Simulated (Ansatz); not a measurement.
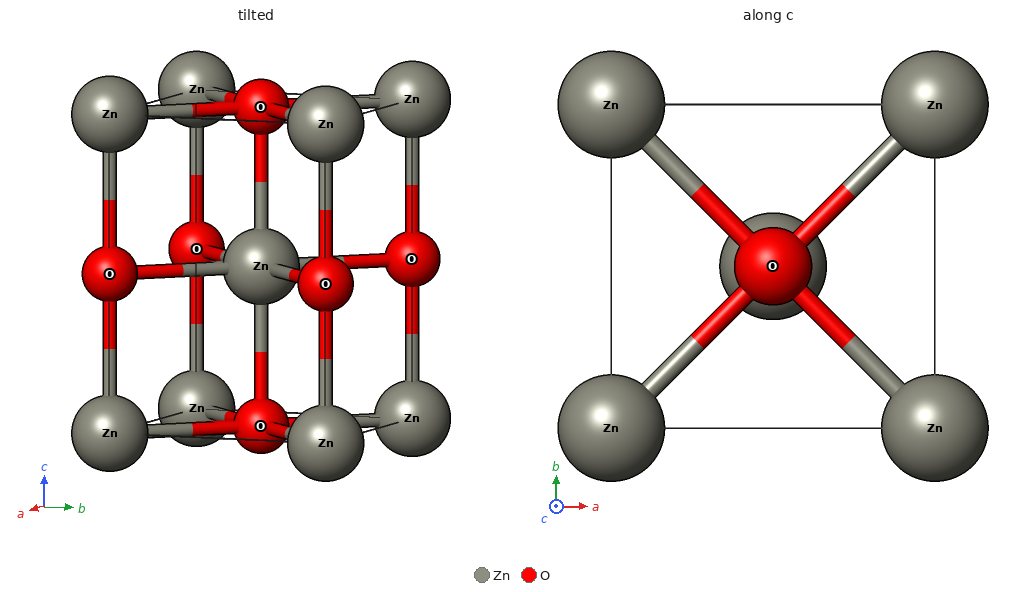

Ball-and-stick representation of a periodic structure, projected slightly off an axis and along the c axis. Lines trace the edges of the conventional unit cell. Cell: a = 3.221 Å, b = 3.221 Å, c = 4.447 Å, α = 90.00°, β = 90.00°, γ = 90.00°.

The solid is ZnO. The structure has I4/mmm (No. 139) symmetry and a body-centred tetragonal lattice. In the cell are 2 Zn, 2 O, which makes 2 formula units. Zn is linked to six O in an octahedral arrangement at about 2.2 to 2.3 Å. The neighbours of O are six Zn in an octahedral arrangement at about 2.2 to 2.3 Å. The bonds build a three-dimensional framework.

Starting structure: a structure listed in the Materials Project. The cell was then strained or its atoms displaced on purpose. An electronic-structure calculation with Ansatz was run on it.

At this level of theory the cell isn't at rest (stretched, at -27 GPa), so its distances can differ from those at equilibrium, the more so the softer the solid.
